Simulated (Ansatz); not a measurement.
**Geometry relaxation, with input and output: C48HSi47 (charge +1) (part 1 of 3)**

System: C48HSi47 (defect cell, 96 atoms in the cell, total charge +1).
Method: DFT, PBEsol, PAW, plane waves (Ansatz 0.2.0).

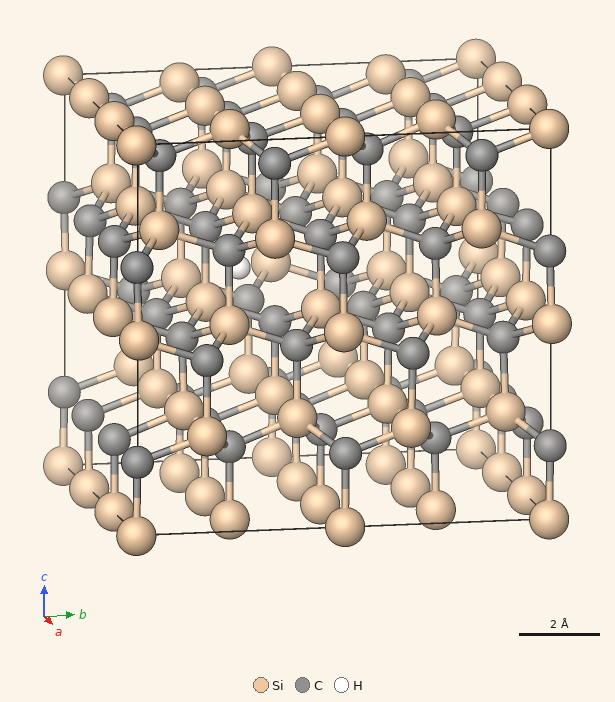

Fig. 1: The structure as given in the input (ball-and-stick view of the cell of the calculation, seen slightly off an axis).

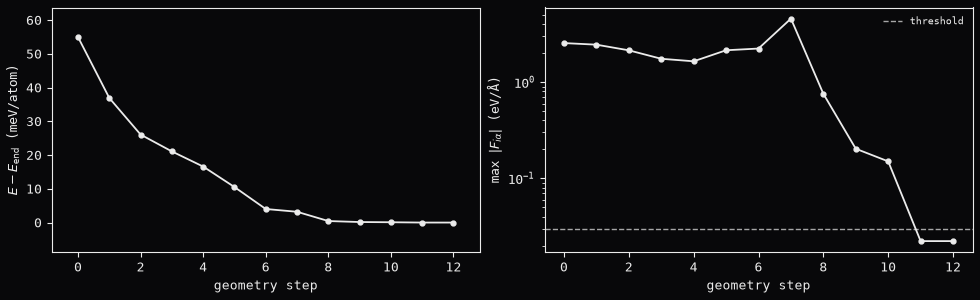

Fig. 2: Progress of the relaxation, step by step (the first geometry is step 0 here and step 1 in the log).

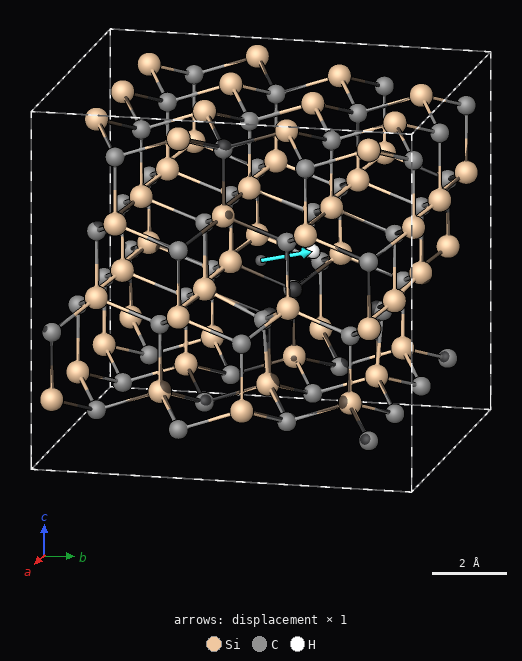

Fig. 3: Start (faint) and end (solid) with the displacements as teal arrows, at true length (ball-and-stick view of the cell of the calculation (origin shifted), seen slightly off an axis). After 12 geometry steps the energy has fallen by 54.9 meV per atom. Largest force component: 2.5 eV/Å at the start, 0.022 eV/Å at the end. The atom that moves furthest is H96 (1.50 Å). By element the largest moves are H 1.50 Å, C 0.22 Å, Si 0.09 Å. The cell stays as it was. Distances before and after: C66–H96 2.001 → 1.105 Å, Si15–C51 1.795 → 1.883 Å, Si5–C64 1.956 → 1.880 Å, Si21–C57 1.810 → 1.882 Å. New bonds form: C66–H96 (2.00 → 1.10 Å). Among the angles that change: C78–Si7–C79 111.1° → 101.7°, C72–Si3–C74 110.2° → 101.9°, C74–Si4–C80 108.9° → 100.7°. (Atoms are counted from 1 in the order of the input.)

The input that produced these results follows, with the program's output.

### Input
```yaml
crystal:
  lattice:
    - [9.234204, 0.000000, 0.000000]
    - [0.000000, 10.662740, 0.000000]
    - [0.000000, 0.000000, 10.075947]
  atoms:
    - { symbol: Si, position: [0.000949, 0.002547, 0.499131] }
    - { symbol: Si, position: [0.331415, 0.996642, 0.499063] }
    - { symbol: Si, position: [0.166513, 0.252389, 0.498794], spin: 0.25 }
    - { symbol: Si, position: [0.000422, 0.499188, 0.498995] }
    - { symbol: Si, position: [0.662271, 0.999232, 0.498748] }
    - { symbol: Si, position: [0.494804, 0.253793, 0.496840], spin: 0.25 }
    - { symbol: Si, position: [0.164670, 0.750477, 0.496955] }
    - { symbol: Si, position: [0.833809, 0.251281, 0.498444] }
    - { symbol: Si, position: [0.664831, 0.503081, 0.499137] }
    - { symbol: Si, position: [0.499385, 0.746835, 0.501473] }
    - { symbol: Si, position: [0.834260, 0.753681, 0.501306] }
    - { symbol: Si, position: [0.001978, 0.166773, 0.246999] }
    - { symbol: Si, position: [0.334758, 0.165132, 0.250101] }
    - { symbol: Si, position: [0.170600, 0.415548, 0.247472] }
    - { symbol: Si, position: [0.997498, 0.662078, 0.247077] }
    - { symbol: Si, position: [0.668886, 0.170259, 0.253705] }
    - { symbol: Si, position: [0.501625, 0.420091, 0.251924] }
    - { symbol: Si, position: [0.332207, 0.666932, 0.250747] }
    - { symbol: Si, position: [0.165839, 0.915113, 0.246193] }
    - { symbol: Si, position: [0.832610, 0.415687, 0.253031] }
    - { symbol: Si, position: [0.672403, 0.662279, 0.250234] }
    - { symbol: Si, position: [0.500979, 0.918321, 0.248833] }
    - { symbol: Si, position: [0.833775, 0.920043, 0.247779] }
    - { symbol: Si, position: [0.165152, 0.082790, 0.748531] }
    - { symbol: Si, position: [0.997119, 0.332831, 0.745080] }
    - { symbol: Si, position: [0.499663, 0.082526, 0.750994] }
    - { symbol: Si, position: [0.335442, 0.331081, 0.752513], spin: 0.25 }
    - { symbol: Si, position: [0.166557, 0.581950, 0.752471] }
    - { symbol: Si, position: [0.002034, 0.832398, 0.751135] }
    - { symbol: Si, position: [0.832081, 0.081301, 0.748295] }
    - { symbol: Si, position: [0.670736, 0.335308, 0.751521] }
    - { symbol: Si, position: [0.501406, 0.583424, 0.751688] }
    - { symbol: Si, position: [0.331613, 0.833046, 0.748493] }
    - { symbol: Si, position: [0.831499, 0.584256, 0.750743] }
    - { symbol: Si, position: [0.666299, 0.831198, 0.748121] }
    - { symbol: Si, position: [0.997020, 0.996628, 0.998094] }
    - { symbol: Si, position: [0.337208, 0.999369, 0.000592] }
    - { symbol: Si, position: [0.164837, 0.248694, 0.999505] }
    - { symbol: Si, position: [0.998520, 0.502236, 0.999687] }
    - { symbol: Si, position: [0.667713, 0.001911, 0.001002] }
    - { symbol: Si, position: [0.497514, 0.251290, 0.999309] }
    - { symbol: Si, position: [0.333161, 0.503023, 0.997205] }
    - { symbol: Si, position: [0.167265, 0.747971, 0.999478] }
    - { symbol: Si, position: [0.835315, 0.251579, 0.000432] }
    - { symbol: Si, position: [0.670492, 0.499836, 0.999125] }
    - { symbol: Si, position: [0.501729, 0.748694, 0.000907] }
    - { symbol: Si, position: [0.830895, 0.751636, 0.002819] }
    - { symbol: C, position: [0.997997, 0.999153, 0.186626] }
    - { symbol: C, position: [0.332575, 0.997339, 0.187557] }
    - { symbol: C, position: [0.168989, 0.249153, 0.187871] }
    - { symbol: C, position: [0.000567, 0.503103, 0.188624] }
    - { symbol: C, position: [0.667331, 0.001662, 0.185304] }
    - { symbol: C, position: [0.504695, 0.249413, 0.188405] }
    - { symbol: C, position: [0.328877, 0.500012, 0.184307] }
    - { symbol: C, position: [0.165220, 0.748474, 0.186880] }
    - { symbol: C, position: [0.829875, 0.251579, 0.185643] }
    - { symbol: C, position: [0.664862, 0.502755, 0.189142] }
    - { symbol: C, position: [0.500587, 0.750520, 0.187048] }
    - { symbol: C, position: [0.838439, 0.747928, 0.188906] }
    - { symbol: C, position: [0.998491, 0.997911, 0.685298] }
    - { symbol: C, position: [0.335668, 0.002048, 0.686117] }
    - { symbol: C, position: [0.167339, 0.250667, 0.688021] }
    - { symbol: C, position: [0.000152, 0.496507, 0.689871] }
    - { symbol: C, position: [0.667496, 0.001793, 0.692801] }
    - { symbol: C, position: [0.500013, 0.251992, 0.687998] }
    - { symbol: C, position: [0.332564, 0.500333, 0.685750], spin: 0.25 }
    - { symbol: C, position: [0.163533, 0.752189, 0.685573] }
    - { symbol: C, position: [0.834833, 0.249726, 0.689490] }
    - { symbol: C, position: [0.668640, 0.501263, 0.687699] }
    - { symbol: C, position: [0.502083, 0.745726, 0.686776] }
    - { symbol: C, position: [0.836799, 0.749151, 0.686389] }
    - { symbol: C, position: [0.999388, 0.167323, 0.440243] }
    - { symbol: C, position: [0.330387, 0.163798, 0.438251] }
    - { symbol: C, position: [0.167378, 0.414126, 0.434746], spin: 0.25 }
    - { symbol: C, position: [0.000664, 0.666261, 0.437978] }
    - { symbol: C, position: [0.666036, 0.166132, 0.438363] }
    - { symbol: C, position: [0.503433, 0.419648, 0.440297], spin: 0.25 }
    - { symbol: C, position: [0.329975, 0.665236, 0.435688], spin: 0.25 }
    - { symbol: C, position: [0.162031, 0.919943, 0.435006] }
    - { symbol: C, position: [0.833314, 0.414093, 0.439164] }
    - { symbol: C, position: [0.663310, 0.666827, 0.439987] }
    - { symbol: C, position: [0.497696, 0.917049, 0.436944] }
    - { symbol: C, position: [0.836809, 0.913560, 0.439247] }
    - { symbol: C, position: [0.165592, 0.084496, 0.937953] }
    - { symbol: C, position: [0.002122, 0.330897, 0.938918] }
    - { symbol: C, position: [0.500435, 0.084117, 0.937356] }
    - { symbol: C, position: [0.330386, 0.334341, 0.935740] }
    - { symbol: C, position: [0.168079, 0.583506, 0.936752] }
    - { symbol: C, position: [0.997140, 0.833975, 0.937250] }
    - { symbol: C, position: [0.833246, 0.082565, 0.938945] }
    - { symbol: C, position: [0.670510, 0.334052, 0.942909] }
    - { symbol: C, position: [0.499916, 0.583891, 0.937553] }
    - { symbol: C, position: [0.333456, 0.831898, 0.936010] }
    - { symbol: C, position: [0.834700, 0.584403, 0.934823] }
    - { symbol: C, position: [0.664349, 0.832008, 0.937924] }
    - { symbol: H, position: [0.335503, 0.362309, 0.551206], spin: 0.25 }
  symmetry: { detect: false }
kpoints:
  mp_grid: { grid: [1, 1, 1], shift: [0.25, 0.25, 0.25] }
hamiltonian:
  xc: pbesol
total_charge: 1
magnetization:
  spin_polarized: true
scf:
  occupations: { method: fermi_dirac, width: 0.01 }
relax:
  f_tol: 0.03
  max_steps: 80
  escape_saddle: false
  adjacent_minimum: "off"
output:
  forces: true
  eigenvalues: true
  populations: true
  charged_corrections: { epsilon: 9.7 }
```

### Log
```
Pseudopotentials: kind: paw
Functional definition: PBEsol
  exchange = pbesol_x
  correlation = pbesol_c
Crystal: 96 atoms, lattice volume = 992.097 Å³
Basis set: ecut = 420 eV, 19405 PW (Γ), exchange–correlation on 128×144×144 points (8 copies of the dense FFT grid, shifted against one another)
Bands: 287, of which v1, the nominal top of the filled ones, is band 190 counted from 1 (189 counted from 0)
Symmetry: 1 space group operations
k-points: 1
Non-local potential: Si, projectors of the file, l = 0: 2, l = 1: 2, l = 2: 2
Non-local potential: C, projectors of the file, l = 0: 2, l = 1: 2, l = 2: 1
Non-local potential: H, projectors of the file, l = 0: 2, l = 1: 1
PAW form: soft (Blöchl's): semilocal exchange-correlation on the pseudo side does not see the compensation charge
PAW frozen core: Si, regenerated for the run's functional, and the local potential with it (the file was generated under x = pbe(κ = 0.804, μ = 0.2195149727645171), c = pbe(β = 0.06672455060314922))
PAW frozen core: C, regenerated for the run's functional, and the local potential with it (the file was generated under x = pbe(κ = 0.804, μ = 0.2195149727645171), c = pbe(β = 0.06672455060314922))
PAW one-centre angular grid: Si, 110 points (default); XC on 64 Gauss nodes
PAW one-centre angular grid: C, 110 points (default); XC on 64 Gauss nodes
PAW one-centre angular grid: H, 110 points (default); XC on 64 Gauss nodes
Initial density: superposition of atomic densities (chi_scale 0.1, normalization cell)
Starting moments: Σ|m| = 2 μB on 8 of 96 sites
Initial wavefunctions: pseudopotential atomic-orbital guess
Functional: x = pbesol(κ = 0.804, μ = 0.12345679012345678), c = pbesol(β = 0.046)
SCF iter   1: F=—  HF=-41170.125487 eV  |F-HF|=—  |Δ(HF+E_count)|=         —  Δρ=7.37e-2 (↑7.37e-2 ↓7.34e-2)  dr2=2.61e2  dr2_m=2.68e-1  M=2.000 μB ∫|m|=2.078 μB  β_m=0.30  ethr=3.10e-3  ⟨swp⟩=6.0  Hψ=2366  notcnv=0  defer=168
preconditioner: auto → Resta (q_TF=auto, 2.325 Å⁻¹)  ε∞=4.3  [insulator: Δε(μ)=0.117 eV  Ē_g=12.674 eV  σ=0.010 eV  W_gap=0.99  n_scr=218 (ndim 8)  ℏωp=23.0 eV  f_vac=0.000  D(μ)=0.58/eV (n_scr^D=0)  ε∞_Penn≈4.3]
spin=Collinear: Resta preconditioning applied to the charge; magnetization (m = ρ↑ − ρ↓) channel mixes plain (no charge-response kernel on spin).
SCF iter   2: F=—  HF=-41114.146361 eV  |F-HF|=—  |Δ(HF+E_count)|=    5.60e1  Δρ=4.16e-2 (↑4.16e-2 ↓4.08e-2)  dr2=7.99e1  dr2_m=2.10e-1  M=1.999 μB ∫|m|=2.113 μB  β_m=0.30  ethr=3.10e-3  ⟨swp⟩=3.0  Hψ=1060  notcnv=0  defer=180
SCF iter   3: F=—  HF=-41091.950931 eV  |F-HF|=—  |Δ(HF+E_count)|=    2.22e1  Δρ=1.70e-2 (↑1.63e-2 ↓1.70e-2)  dr2=1.13e1  dr2_m=5.27e-2  M=0.603 μB ∫|m|=1.057 μB  β_m=0.30  ethr=3.10e-3  ⟨swp⟩=3.0  Hψ=800  notcnv=0  defer=180
SCF iter   4: F=—  HF=-41090.735435 eV  |F-HF|=—  |Δ(HF+E_count)|=    1.22e0  Δρ=1.15e-2 (↑1.15e-2 ↓1.14e-2)  dr2=3.08e0  dr2_m=6.35e-2  M=2.000 μB ∫|m|=2.160 μB  β_m=0.30  ethr=2.98e-3  ⟨swp⟩=2.0  Hψ=668  notcnv=0  defer=180
SCF iter   5: F=—  HF=-41090.388001 eV  |F-HF|=—  |Δ(HF+E_count)|=   3.47e-1  Δρ=7.41e-3 (↑7.41e-3 ↓4.53e-3)  dr2=2.63e0  dr2_m=7.89e-2  M=2.000 μB ∫|m|=2.084 μB  β_m=0.30  ethr=8.11e-4  ⟨swp⟩=2.5  Hψ=690  notcnv=0  defer=183
SCF iter   6: F=—  HF=-41090.226366 eV  |F-HF|=—  |Δ(HF+E_count)|=   1.62e-1  Δρ=4.98e-3 (↑4.98e-3 ↓3.18e-3)  dr2=9.79e-1  dr2_m=4.63e-2  M=2.000 μB ∫|m|=2.139 μB  β_m=0.30  ethr=6.92e-4  ⟨swp⟩=2.0  Hψ=530  notcnv=0  defer=183
SCF iter   7: F=—  HF=-41090.200582 eV  |F-HF|=—  |Δ(HF+E_count)|=   2.58e-2  Δρ=3.72e-3 (↑3.72e-3 ↓1.58e-3)  dr2=4.05e-1  dr2_m=3.26e-2  M=2.000 μB ∫|m|=2.227 μB  β_m=0.30  ethr=2.58e-4  ⟨swp⟩=2.5  Hψ=475  notcnv=0  defer=183
SCF iter   8: F=—  HF=-41090.188785 eV  |F-HF|=—  |Δ(HF+E_count)|=   1.18e-2  Δρ=1.99e-3 (↑1.99e-3 ↓1.16e-3)  dr2=3.65e-2  dr2_m=1.79e-2  M=2.000 μB ∫|m|=2.304 μB  β_m=0.30  ethr=1.07e-4  ⟨swp⟩=1.5  Hψ=395  notcnv=0  defer=183
SCF iter   9: F=—  HF=-41090.199087 eV  |F-HF|=—  |Δ(HF+E_count)|=   1.03e-2  Δρ=1.53e-3 (↑1.53e-3 ↓1.15e-3)  dr2=3.27e-2  dr2_m=1.16e-2  M=2.000 μB ∫|m|=2.326 μB  β_m=0.30  ethr=9.59e-6  ⟨swp⟩=2.5  Hψ=571  notcnv=0  defer=183
Mixer restart at iter 9: flushing history
spin-set hold released at iteration 9 (site moments contracting): the magnetisation degrees of freedom join the quasi-Newton model from the next iteration; the mixer history was flushed
SCF iter  10: F=—  HF=-41090.204739 eV  |F-HF|=—  |Δ(HF+E_count)|=   5.65e-3  Δρ=1.24e-3 (↑1.24e-3 ↓8.51e-4)  dr2=1.49e-2  dr2_m=8.14e-3  M=2.000 μB ∫|m|=2.364 μB  β_m=0.31  ethr=8.61e-6  ⟨swp⟩=2.5  Hψ=558  notcnv=0  defer=183
SCF iter  11: F=—  HF=-41090.210270 eV  |F-HF|=—  |Δ(HF+E_count)|=   5.53e-3  Δρ=8.77e-4 (↑8.77e-4 ↓7.55e-4)  dr2=3.50e-3  dr2_m=5.25e-3  M=2.000 μB ∫|m|=2.389 μB  β_m=0.24  ethr=3.92e-6  ⟨swp⟩=2.0  Hψ=583  notcnv=0  defer=183
SCF iter  12: F=—  HF=-41090.215409 eV  |F-HF|=—  |Δ(HF+E_count)|=   5.14e-3  Δρ=5.99e-4 (↑5.99e-4 ↓5.35e-4)  dr2=7.09e-4  dr2_m=2.68e-3  M=2.000 μB ∫|m|=2.435 μB  β_m=0.47  ethr=9.21e-7  ⟨swp⟩=2.0  Hψ=698  notcnv=0  defer=183
SCF iter  13: F=—  HF=-41090.220731 eV  |F-HF|=—  |Δ(HF+E_count)|=   5.32e-3  Δρ=2.38e-4 (↑2.38e-4 ↓1.68e-4)  dr2=2.81e-4  dr2_m=3.49e-4  M=2.000 μB ∫|m|=2.525 μB  β_m=0.62  ethr=1.87e-7  ⟨swp⟩=3.0  Hψ=927  notcnv=0  defer=183
SCF iter  14: F=—  HF=-41090.221474 eV  |F-HF|=—  |Δ(HF+E_count)|=   7.43e-4  Δρ=2.01e-4 (↑2.01e-4 ↓7.49e-5)  dr2=4.08e-4  dr2_m=1.65e-4  M=2.000 μB ∫|m|=2.562 μB  β_m=0.81  ethr=7.39e-8  ⟨swp⟩=3.0  Hψ=779  notcnv=0  defer=183
SCF iter  15: F=—  HF=-41090.221757 eV  |F-HF|=—  |Δ(HF+E_count)|=   2.84e-4  Δρ=1.94e-4 (↑1.94e-4 ↓5.17e-5)  dr2=5.14e-4  dr2_m=1.24e-4  M=2.000 μB ∫|m|=2.573 μB  β_m=0.91  ethr=7.39e-8  ⟨swp⟩=2.0  Hψ=750  notcnv=0  defer=183
SCF iter  16: F=—  HF=-41090.221968 eV  |F-HF|=—  |Δ(HF+E_count)|=   2.11e-4  Δρ=1.23e-4 (↑1.23e-4 ↓3.52e-5)  dr2=2.62e-4  dr2_m=4.49e-5  M=2.000 μB ∫|m|=2.589 μB  β_m=0.95  ethr=7.39e-8  ⟨swp⟩=2.0  Hψ=764  notcnv=0  defer=183
SCF iter  17: F=—  HF=-41090.222029 eV  |F-HF|=—  |Δ(HF+E_count)|=   6.03e-5  Δρ=6.71e-5 (↑6.71e-5 ↓1.94e-5)  dr2=9.10e-5  dr2_m=1.20e-5  M=2.000 μB ∫|m|=2.593 μB  β_m=0.92  ethr=6.89e-8  ⟨swp⟩=2.0  Hψ=729  notcnv=0  defer=183
SCF iter  18: F=—  HF=-41090.222034 eV  |F-HF|=—  |Δ(HF+E_count)|=   5.60e-6  Δρ=2.62e-5 (↑2.62e-5 ↓1.37e-5)  dr2=1.40e-5  dr2_m=2.51e-6  M=2.000 μB ∫|m|=2.592 μB  β_m=0.96  ethr=5.92e-9  ⟨swp⟩=15.5  Hψ=3896  notcnv=0
SCF iter  19: F=—  HF=-41090.222037 eV  |F-HF|=—  |Δ(HF+E_count)|=   2.37e-6  Δρ=1.05e-5 (↑1.05e-5 ↓4.90e-6)  dr2=2.11e-6  dr2_m=3.45e-7  M=2.000 μB ∫|m|=2.591 μB  β_m=0.94  ethr=3.67e-9  ⟨swp⟩=5.0  Hψ=1863  notcnv=0
SCF iter  20: F=-41090.222036 eV  HF=-41090.222037 eV  |F-HF|=4.18e-7  |Δ(HF+E_count)|=   1.49e-7  Δρ=5.31e-6 (↑5.31e-6 ↓1.75e-6)  dr2=5.61e-7  dr2_m=8.29e-8  M=2.000 μB ∫|m|=2.591 μB  ethr=5.55e-10  ⟨swp⟩=3.0  Hψ=1107  notcnv=0
relax step   1: F+E_penalty+E_count = -41090.22203644 eV  Δ(F+E_penalty+E_count) = +0.000e0 eV  max|allowed force component| = 2.548e0 eV/Å  Δτ_max = 0.0000 Å  (20 SCF iters, dr2 threshold 2.25e-5 eV, accepted)
Initial density: handed on by an earlier stage of this run
Starting moments: Σ|m| = 2 μB on 8 of 96 sites; this step starts from the density that it was given
Initial wavefunctions: those handed on with the density
preconditioner: auto → Resta (q_TF=auto, 2.325 Å⁻¹)  ε∞=4.8  [insulator: Δε(μ)=0.137 eV  Ē_g=11.781 eV  σ=0.010 eV  W_gap=1.00  n_scr=218 (ndim 8)  ℏωp=23.0 eV  f_vac=0.000  D(μ)=0.22/eV (n_scr^D=0)  ε∞_Penn≈4.8]
spin=Collinear: Resta preconditioning applied to the charge; magnetization (m = ρ↑ − ρ↓) channel mixes plain (no charge-response kernel on spin).
relax step   2: F+E_penalty+E_count = -41091.95417822 eV  Δ(F+E_penalty+E_count) = -1.732e0 eV  max|allowed force component| = 2.452e0 eV/Å  Δτ_max = 0.1972 Å  (10 SCF iters, dr2 threshold 1.00e-4 eV, accepted)
preconditioner: auto → Resta (q_TF=auto, 2.325 Å⁻¹)  ε∞=4.8  [insulator: Δε(μ)=0.158 eV  Ē_g=11.789 eV  σ=0.010 eV  W_gap=1.00  n_scr=218 (ndim 8)  ℏωp=23.0 eV  f_vac=0.000  D(μ)=0.08/eV (n_scr^D=0)  ε∞_Penn≈4.8]
spin=Collinear: Resta preconditioning applied to the charge; magnetization (m = ρ↑ − ρ↓) channel mixes plain (no charge-response kernel on spin).
relax step   3: F+E_penalty+E_count = -41092.99419538 eV  Δ(F+E_penalty+E_count) = -1.040e0 eV  max|allowed force component| = 2.142e0 eV/Å  Δτ_max = 0.1952 Å  (9 SCF iters, dr2 threshold 1.00e-4 eV, accepted)
preconditioner: auto → Resta (q_TF=auto, 2.325 Å⁻¹)  ε∞=4.8  [insulator: Δε(μ)=0.176 eV  Ē_g=11.790 eV  σ=0.010 eV  W_gap=1.00  n_scr=218 (ndim 8)  ℏωp=23.0 eV  f_vac=0.000  D(μ)=0.03/eV (n_scr^D=0)  ε∞_Penn≈4.8]
spin=Collinear: Resta preconditioning applied to the charge; magnetization (m = ρ↑ − ρ↓) channel mixes plain (no charge-response kernel on spin).
```
